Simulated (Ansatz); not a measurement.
# Geometry relaxation of PbS

PbS (slab, 8 atoms in the cell), computed with DFT, PBE, paw_fr, spin-orbit coupling (Ansatz 0.2.0).

The run did not end well.

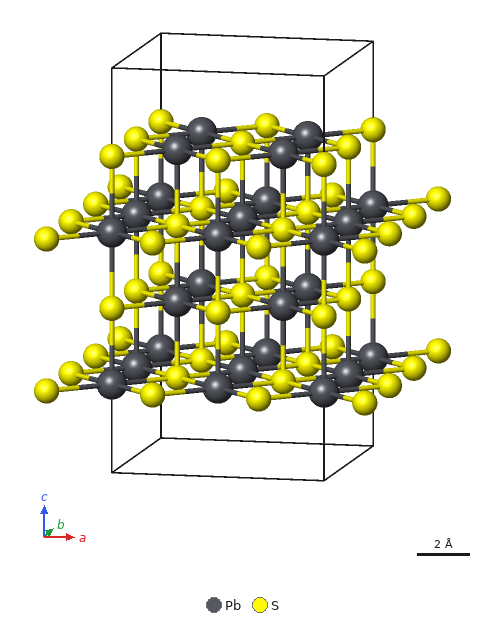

The starting structure (ball-and-stick view of the 2 × 2 repeat of the cell, with the vacuum cut short, seen slightly off an axis; bonded neighbours outside the cell are drawn too). Near neighbours in the crystal (not all of them lie inside the picture): Pb has 5 S at 3.00 Å; S has 5 Pb at 3.00 Å; Pb has 6 S at 3.00 Å; S has 6 Pb at 3.00 Å.

Input file
```yaml
crystal:
  lattice:
    - [4.2490215878, 0.0, 0.0]
    - [0.0, 4.2490215878, 0.0]
    - [0.0, 0.0, 24.0135359345]
  atoms:
    - { symbol: Pb, position: [0.0, 0.0, 0.3123238502], spin: 0.2, spin_axis: [0, 0, 1] }
    - { symbol: S, position: [0.5, 0.5, 0.3123238502], spin: 0.2, spin_axis: [0, 0, 1] }
    - { symbol: Pb, position: [0.5, 0.5, 0.4374412834], spin: 0.2, spin_axis: [0, 0, 1] }
    - { symbol: S, position: [0.0, 0.0, 0.4374412834], spin: 0.2, spin_axis: [0, 0, 1] }
    - { symbol: Pb, position: [0.0, 0.0, 0.5625587166], spin: 0.2, spin_axis: [0, 0, 1] }
    - { symbol: S, position: [0.5, 0.5, 0.5625587166], spin: 0.2, spin_axis: [0, 0, 1] }
    - { symbol: Pb, position: [0.5, 0.5, 0.6876761498], spin: 0.2, spin_axis: [0, 0, 1] }
    - { symbol: S, position: [0.0, 0.0, 0.6876761498], spin: 0.2, spin_axis: [0, 0, 1] }
basis:
  ecutwfc: 420
kpoints:
  mp_grid: { grid: [8, 8, 1] }
hamiltonian:
  xc: pbe
  pseudopotentials: { kind: paw_fr }
scf:
  occupations: { method: gaussian, width: 0.05 }
  mixing: { preconditioner: kerker_dos }
output:
  forces: true
  eigenvalues: true
relax:
  adjacent_minimum: "off"
  f_tol: 0.02
  max_steps: 60
efield:
  axis: 3
  dipole_correction: true
  ramp_width: 0.04
magnetization:
  noncollinear: true
  spin_orbit: true
```

Run on 2 threads of Intel Xeon (Granite Rapids), 96 GiB of memory available, shared host.

Command:
```bash
ansatz run input.yaml --threads 2 --pin off --max-ram 4096MiB --backend cpu --events-out ev --progress --plain --runs-dir out
```

Log
```
Warning: efield: disabling space-group detection — the sawtooth potential, wherever it has a slope (no amplitude and no dipole across the cell leave it none), breaks every operation that moves the coordinate along the field axis, and those that it keeps are not imposed on two spinor components where a moment can enter (seeded, constrained, or read by mr2scan with spin–orbit coupling or by a Hubbard correction), nor there under a hybrid functional, where no run under them has been held to one under none, nor there where the detection refuses the deck (like atoms that crystal.symmetry.tolerance does not tell apart, operations that form no group, a structure that its move would spoil, a tolerance too loose for a repeat), nor on a spin-polarised hybrid, whose state can break them (where no other of these grounds stands, crystal.symmetry.detect: true holds it to them), nor beside scf.occupations.excite or an explicit table, which fill single k-points, nor beside output.local_orbitals without kmesh, for which no test has compared a run under them with one under none, nor beside an entry of hamiltonian.hubbard.sites by site:, which can tell an atom from its like (by species: it cannot), so the full k-mesh is solved, and no spatial operation symmetrises the density, except that the density of a phonon batch's undisplaced supercell is averaged over the supercell's own translations
the start keeps a symmetry that the run doesn't impose, so 8 atoms are moved at random by 1.00e-2 Å, to let the relaxation leave a saddle point. relax.escape_saddle: false keeps them in place
Engine: ansatz 0.2.0, x86_64-unknown-linux-gnu
Pseudopotentials: kind: paw_fr
Pseudopotential: Pb, paw_fr, valence charge 14, recommended cutoff 420 eV (normal), Pb.paw.azcp#standard-fr
Pseudopotential: S, paw_fr, valence charge 6, recommended cutoff 420 eV (normal), S.paw.azcp#standard-fr
Functional definition: PBE
  parameter kappa = 0.804
  parameter beta = 0.06672455060314922
  exchange = pbe_x(kappa = kappa, mu = beta*pi^2/3)
  correlation = pbe_c(beta = beta)
Crystal: 8 atoms, lattice volume = 433.545 Å³
Basis set: ecut = 420 eV, 8425 PW (Γ), exchange–correlation on 60×60×324 points (8 copies of the dense FFT grid, shifted against one another)
Bands: 96, of which v1, the nominal top of the filled ones, is band 80 counted from 1 (79 counted from 0)
Symmetry: 1 space group operations
k-points: 64
Projection manifold: j_resolved (fully-relativistic pseudo-atomic orbitals)
Non-local potential: Pb, projectors of the file, l = 0: 2, l = 1: 4, l = 2: 4, l = 3: 4
Non-local potential: S, projectors of the file, l = 0: 2, l = 1: 4, l = 2: 4
PAW form: soft (Blöchl's): semilocal exchange-correlation on the pseudo side does not see the compensation charge
PAW one-centre angular grid: Pb, 590 points (default); XC on 96 Gauss nodes
PAW one-centre angular grid: S, 110 points (default); XC on 64 Gauss nodes
Initial density: superposition of atomic densities (neutral atoms: chi_scale 0, normalization atom)
Starting moments: Σ|m| = 1.6 μB on 8 of 8 sites
Initial wavefunctions: pseudopotential atomic-orbital guess
Functional: x = pbe(κ = 0.804, μ = 0.2195149727645171), c = pbe(β = 0.06672455060314922)
spin=Noncollinear: DOS-adaptive Kerker preconditioning applied to the charge; magnetization (m_x, m_y, m_z) channels mix plain (no charge-response kernel on spin).
SCF iter   1: F=—  HF=-51393.919327 eV  |F-HF|=—  |Δ(HF+E_count)|=         —  Δρ=2.76e-2  dr2=8.48e0  dr2_m=9.85e-2  ethr=3.10e-3  |M|=5.24e-3 ∫|m|=1.29e-1 μB  |m|>n=1.0e-1 m-floor=1.0e-1 τ_xc=0.0e0 mc-row=1.0e-1  β_m=0.30  p=0.000 e·Å  D=1.79e-8 V/Å  ΔV_dip=-0.00 eV  dr2_dipole=2.03e-5  V_vac-E_F(+/−)=5.68/5.68 eV  ⟨swp⟩=8.4  Hψ=31530  notcnv=0  defer=24
efield: sawtooth ramp at fractional position 0.9800 (placed from the atoms, in the widest stretch of the axis that holds none; the zero of the levels goes with the place), width 0.0400; the density the first Hamiltonian is built on has a dipole p = 0.000 e·Å; the dipole correction subtracts the counter field D = 1.79e-8 V/Å, which shifts the + side's vacuum level by -0.00 eV against the − side's; the planar-averaged density in the ramp window peaks in size at 7.0e-7 e/Å³
SCF iter   2: F=—  HF=-51391.653089 eV  |F-HF|=—  |Δ(HF+E_count)|=    2.27e0  Δρ=8.83e-3  dr2=4.42e-1  dr2_m=4.88e-2  ethr=3.10e-3  |M|=9.48e-3 ∫|m|=1.15e-1 μB  |m|>n=8.3e-2 m-floor=8.3e-2 τ_xc=3.1e-5 mc-row=8.3e-2 uncertified=19  β_m=0.30  p=-0.003 e·Å  D=-1.23e-3 V/Å  ΔV_dip=0.03 eV  dr2_dipole=4.53e-5  V_vac-E_F(+/−)=4.65/4.62 eV  ⟨swp⟩=3.0  Hψ=10352  notcnv=0  defer=646  κ⁻¹=1.0e0(r=1)
SCF iter   3: F=—  HF=-51391.629490 eV  |F-HF|=—  |Δ(HF+E_count)|=   2.36e-2  Δρ=5.98e-3  dr2=1.83e-1  dr2_m=2.44e-2  ethr=5.52e-4  |M|=7.49e-3 ∫|m|=9.25e-2 μB  |m|>n=6.6e-2 m-floor=6.6e-2 τ_xc=4.0e-5 mc-row=6.6e-2 uncertified=38  β_m=0.30  p=0.002 e·Å  D=8.59e-4 V/Å  ΔV_dip=-0.02 eV  dr2_dipole=4.38e-4  V_vac-E_F(+/−)=4.53/4.55 eV  ⟨swp⟩=2.9  Hψ=7852  notcnv=0  defer=614  κ⁻¹=3.4e-2(r=2)
SCF iter   4: F=—  HF=-51391.633891 eV  |F-HF|=—  |Δ(HF+E_count)|=   4.40e-3  Δρ=4.38e-3  dr2=1.14e-1  dr2_m=1.23e-2  ethr=2.29e-4  |M|=5.54e-3 ∫|m|=7.37e-2 μB  |m|>n=5.5e-2 m-floor=5.5e-2 τ_xc=3.3e-5 mc-row=5.5e-2 uncertified=57  β_m=0.30  p=-0.009 e·Å  D=-3.90e-3 V/Å  ΔV_dip=0.09 eV  dr2_dipole=2.39e-3  V_vac-E_F(+/−)=4.33/4.23 eV  ⟨swp⟩=3.5  Hψ=7664  notcnv=0  defer=614  κ⁻¹=7.1e-3(r=3)
SCF iter   5: F=—  HF=-51391.638857 eV  |F-HF|=—  |Δ(HF+E_count)|=   4.97e-3  Δρ=2.50e-3  dr2=3.41e-2  dr2_m=6.19e-3  ethr=1.43e-4  |M|=4.11e-3 ∫|m|=5.85e-2 μB  |m|>n=4.3e-2 m-floor=4.3e-2 τ_xc=2.5e-5 mc-row=4.3e-2 uncertified=10167  β_m=0.30  p=0.023 e·Å  D=9.53e-3 V/Å  ΔV_dip=-0.23 eV  dr2_dipole=2.39e-2  V_vac-E_F(+/−)=4.03/4.26 eV  ⟨swp⟩=3.5  Hψ=8122  notcnv=0  defer=614  κ⁻¹=5.6e-3(r=4)
SCF iter   6: F=—  HF=-51391.637713 eV  |F-HF|=—  |Δ(HF+E_count)|=   1.14e-3  Δρ=1.78e-3  dr2=4.17e-3  dr2_m=3.15e-3  ethr=4.26e-5  |M|=2.99e-3 ∫|m|=4.65e-2 μB  |m|>n=3.4e-2 m-floor=3.4e-2 τ_xc=1.6e-5 mc-row=3.4e-2 uncertified=14807  β_m=0.30  p=-0.008 e·Å  D=-3.52e-3 V/Å  ΔV_dip=0.08 eV  dr2_dipole=1.75e-3  V_vac-E_F(+/−)=4.19/4.11 eV  ⟨swp⟩=1.9  Hψ=7307  notcnv=0  defer=614
Mixer restart at iter 6: flushing history
spin-set hold released at iteration 6 (site moments contracting): the magnetisation degrees of freedom join the quasi-Newton model from the next iteration; the mixer history was flushed
SCF iter   7: F=—  HF=-51391.641433 eV  |F-HF|=—  |Δ(HF+E_count)|=   3.72e-3  Δρ=1.27e-3  dr2=2.23e-2  dr2_m=1.60e-3  ethr=5.21e-6  |M|=2.24e-3 ∫|m|=3.70e-2 μB  |m|>n=2.6e-2 m-floor=2.6e-2 τ_xc=1.0e-5 mc-row=2.6e-2 uncertified=13923  β_m=0.30  p=0.019 e·Å  D=7.95e-3 V/Å  ΔV_dip=-0.19 eV  dr2_dipole=1.69e-2  V_vac-E_F(+/−)=4.04/4.23 eV  ⟨swp⟩=2.7  Hψ=9847  notcnv=0  defer=614  κ⁻¹=1.0e0(r=1)
SCF iter   8: F=—  HF=-51391.638911 eV  |F-HF|=—  |Δ(HF+E_count)|=   2.52e-3  Δρ=1.17e-3  dr2=9.06e-4  dr2_m=1.36e-3  ethr=5.21e-6  |M|=2.06e-3 ∫|m|=3.49e-2 μB  |m|>n=2.4e-2 m-floor=2.4e-2 τ_xc=9.3e-6 mc-row=2.4e-2 uncertified=13775  β_m=0.30  p=-0.004 e·Å  D=-1.53e-3 V/Å  ΔV_dip=0.04 eV  dr2_dipole=1.72e-4  V_vac-E_F(+/−)=4.17/4.13 eV  ⟨swp⟩=2.0  Hψ=7625  notcnv=0  defer=614  κ⁻¹=3.8e-3(r=2)
SCF iter   9: F=—  HF=-51391.640068 eV  |F-HF|=—  |Δ(HF+E_count)|=   1.16e-3  Δρ=4.13e-4  dr2=8.34e-4  dr2_m=1.69e-4  ethr=1.13e-6  |M|=8.45e-4 ∫|m|=1.88e-2 μB  |m|>n=4.3e-3 m-floor=4.4e-3 τ_xc=3.2e-6 mc-row=4.4e-3 uncertified=10119  β_m=0.31  p=-0.001 e·Å  D=-4.90e-4 V/Å  ΔV_dip=0.01 eV  dr2_dipole=7.73e-6  V_vac-E_F(+/−)=4.17/4.16 eV  ⟨swp⟩=2.0  Hψ=7505  notcnv=0  defer=614  κ⁻¹=3.7e-3(r=3)
SCF iter  10: F=—  HF=-51391.640140 eV  |F-HF|=—  |Δ(HF+E_count)|=   7.25e-5  Δρ=1.61e-4  dr2=4.16e-5  dr2_m=2.56e-5  ethr=1.04e-6  |M|=3.90e-4 ∫|m|=1.19e-2 μB  |m|>n=0.0e0 m-floor=0.0e0 τ_xc=1.9e-6 mc-row=0.0e0 uncertified=5060  β_m=0.30  p=-0.002 e·Å  D=-6.60e-4 V/Å  ΔV_dip=0.02 eV  dr2_dipole=1.86e-9  V_vac-E_F(+/−)=4.16/4.15 eV  ⟨swp⟩=2.0  Hψ=6850  notcnv=0  defer=614  κ⁻¹=4.1e-4(r=4)
```

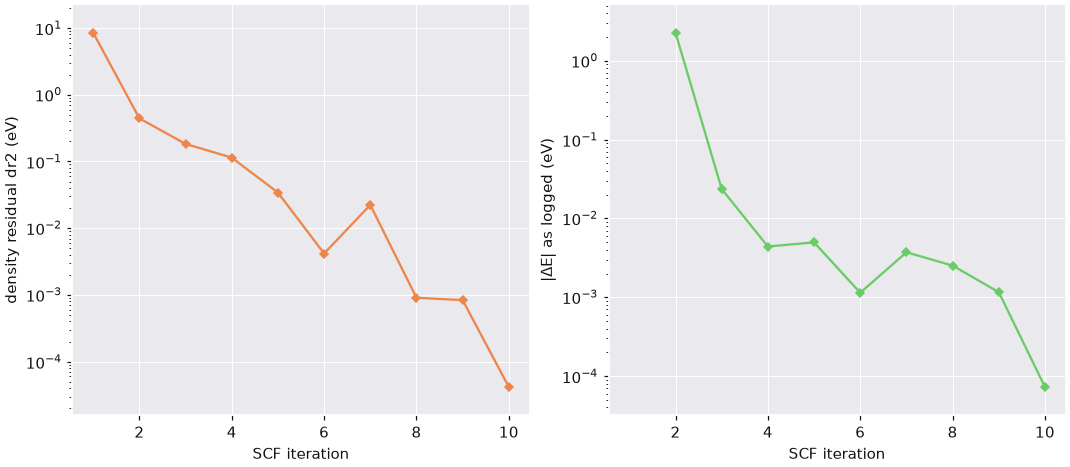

Convergence of the self-consistent field: density residual dr2 and size of the energy change against the SCF iteration. The run ended after 10 iterations.

What the run reported

- outcome: stopped at the time limit
- wall time: 3.9 min (CPU time 7.8 min)
- peak memory: 3.5 GiB

Diagnosis

Settings chosen away from the usual ones: magnetization set to {"spin_polarized": true}; hamiltonian.pseudopotentials set to {"kind": "paw_fr"}; magnetization set to {"noncollinear": true, "spin_orbit": true} (from {"spin_polarized": true}); scf.mixing.preconditioner set to kerker_dos. The run was cut off by its time limit, so the output is incomplete.
